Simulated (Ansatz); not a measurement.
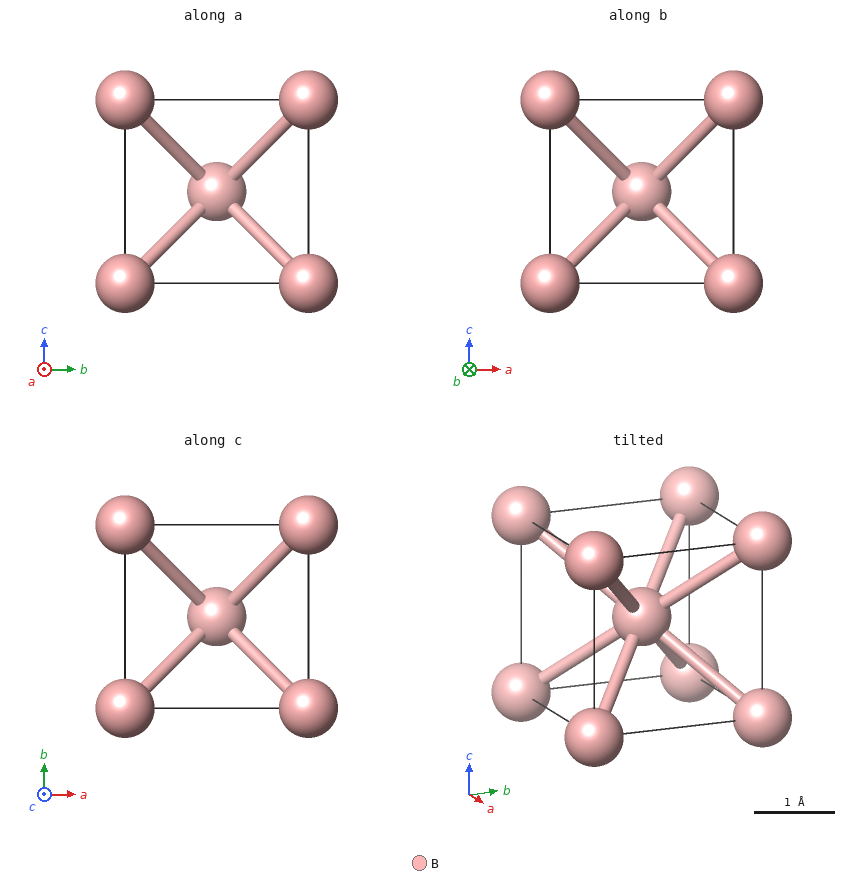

The crystal in a ball-and-stick representation, seen along the a axis, along the b axis, along the c axis and slightly off an axis. The lines enclose the conventional unit cell; boundary atoms appear with their images.

Lattice parameters: a = 2.307 Å, b = 2.307 Å, c = 2.307 Å, α = 90.00°, β = 90.00°, γ = 90.00°. Put a along x and b in the xy plane.

**Express the structure as a POSCAR file.**

```
B
1.0
     2.307    0.000    0.000
     0.000    2.307    0.000
     0.000    0.000    2.307
B
2
Direct
  0.0000 0.0000 0.0000
  0.5000 0.5000 0.5000
```

It derives from a structure type filled with this element by a generator (whether the element takes this form wasn't checked). Earlier steps of the study may have refined or changed the cell and positions. A calculation with Ansatz used it as input.
